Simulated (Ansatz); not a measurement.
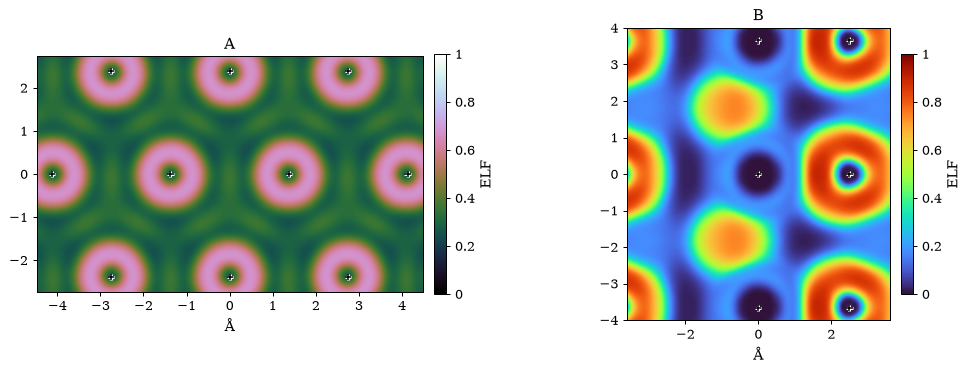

The electron localisation function of 2 systems, each on a plane through atoms (crosses mark nuclei in the plane).

Level of theory: DFT PBE, scalar-relativistic, plane waves, PAW (Ansatz).

System 1: Ir, the (001) plane of the conventional cell. Space group P6₃/mmc; a structure from a database of computed crystals, not necessarily the ambient phase; changed on purpose from its base cell (strain +0.000 along x and y, +0.040 along z, atoms carried along); computed pressure about −13 GPa in this cell; computed without spin polarisation.

```cif
data_structure
_symmetry_space_group_name_H-M 'P 1'
_symmetry_Int_Tables_number 1
_cell_length_a 2.7514
_cell_length_b 2.7514
_cell_length_c 4.6408
_cell_angle_alpha 90.000
_cell_angle_beta 90.000
_cell_angle_gamma 120.000
_cell_volume 30.42
loop_
_atom_site_label
_atom_site_type_symbol
_atom_site_fract_x
_atom_site_fract_y
_atom_site_fract_z
_atom_site_occupancy
Ir1 Ir 0.66667 0.33333 0.75000 1
Ir2 Ir 0.33333 0.66667 0.25000 1
```

System 2: ZnS, the (11̄0) plane of the conventional cell. Space group P6₃mc; changed on purpose from its base cell (strain -0.040 along x and y, +0.040 along z, atoms carried along); not relaxed (largest force 0.8 eV/Å); computed pressure about 8 GPa in this cell.

```
Zn S
1.0
     3.65856    0.00000    0.00000
    -1.82928    3.16840    0.00000
     0.00000    0.00000    6.48336
Zn S
2 2
Direct
  0.33333 0.66667 0.00000
  0.66667 0.33333 0.50000
  0.33333 0.66667 0.38500
  0.66667 0.33333 0.88500
```

**Which map belongs to which system?**

Panel A is system 1, Ir: the plane holds Ir. Ir–Ir (2.75 Å): the ELF is about 0.35 at the midpoint. Panel B is system 2, ZnS: the plane holds Zn and S. Zn–S (2.50 Å): the ELF peaks at about 0.90 in the valence shell of S, 0.9 Å from its nucleus, and is about 0.50 at the midpoint.
